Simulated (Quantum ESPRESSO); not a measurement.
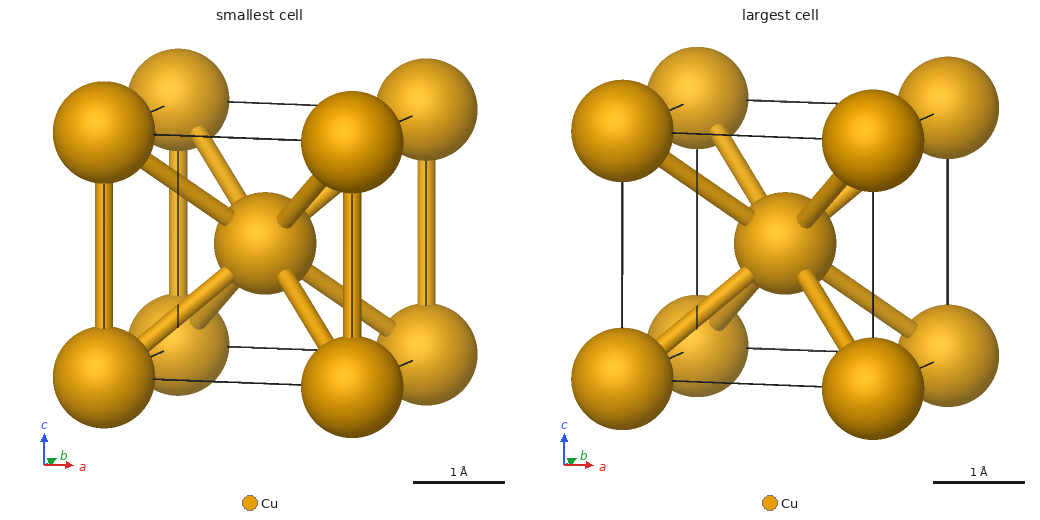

Cu, space group I4/mmm (No. 139), relaxed (cell and atoms, zero pressure) with four choices of dispersion term on top of PBEsol; the smallest and the largest of the relaxed conventional cells are drawn to one scale (sticks follow a distance rule). The start was a structure listed in the Materials Project. This isn't the form of Cu at room conditions, which is fcc.

Alike in all runs: Quantum ESPRESSO 7.5; functional PBEsol; potentials GBRV 1.5 PBEsol; cutoff 762 eV; k mesh 13 × 13 × 13 on the run's cell of 1 atom; occupations fermi-dirac, width 0.05 eV; no spin polarisation; no spin-orbit coupling. All runs are metallic.

| level | volume (Å³/atom) | a (Å) | c (Å) |
| --- | --- | --- | --- |
| none | ? | ? | ? |
| D3(BJ) | 11.01 | 2.839 | 2.733 |
| D3 | 11.00 | 2.848 | 2.714 |
| rVV10 | 11.05 | 2.841 | 2.738 |

> Fill in the row of none.

Volume 11.37 Å³/atom; a 2.876 Å; c 2.750 Å. That is the largest volume of all.

> Order the levels by the relaxed volume, smallest first.

D3 (11.00 Å³/atom), D3(BJ) (11.01 Å³/atom), rVV10 (11.05 Å³/atom), none (11.37 Å³/atom). Rows within a few tenths of a per cent can't be told apart.

Caveat: pairwise dispersion terms can overbind metals strongly.
